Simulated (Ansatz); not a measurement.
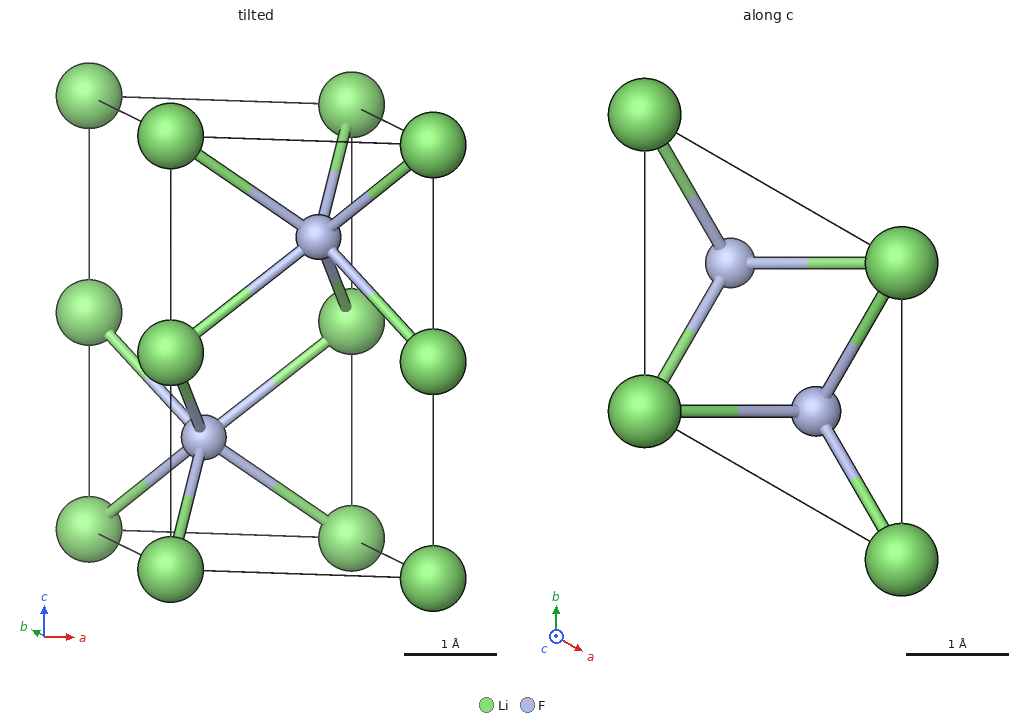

View slightly off an axis and along the c axis, drawn as a ball-and-stick model. The parallelepiped is the conventional unit cell.

LiF, nickel arsenide (NiAs) type, space group P6_3/mmc (No. 194), a = 2.928 Å, b = 2.928 Å, c = 4.783 Å, α = 90.00°, β = 90.00°, γ = 120.00°. Provenance: a structure type filled with these elements by a generator (whether the compound takes this form wasn't checked). The cell was then strained or its atoms displaced on purpose. Ansatz was used for an electronic-structure calculation on it.

This one geometry was computed with Ansatz (DFT, plane waves, PAW) at three levels of theory: PBE, HSE06 and r2SCAN. It was relaxed with r2SCAN and then strained.

Which level gives the highest pressure at this volume, and what does that say about its equilibrium volume?

Highest: PBE (-2.8 GPa), which points to the largest equilibrium volume. Lowest, with the smallest volume: r2SCAN (-6.4 GPa). Levels within 0.5 GPa of each other can't be told apart.

How does the band gap change with the level of theory?

PBE: a gap of 8.42 eV, direct; r2SCAN: a gap of 9.36 eV, direct; HSE06: a gap of 10.68 eV, direct.

Collect the results in a table.

| level | cutoff (eV) | k-mesh of the run's cell | gap (eV) | pressure (GPa) |
| --- | --- | --- | --- | --- |
| PBE | 420 | 12×12×6 | 8.42 | -2.8 |
| HSE06 | 420 | 9×9×4 | 10.68 | -5.4 |
| r2SCAN | 500 | 12×12×6 | 9.36 | -6.4 |

Gaps are taken on the k-mesh or band path of each run.
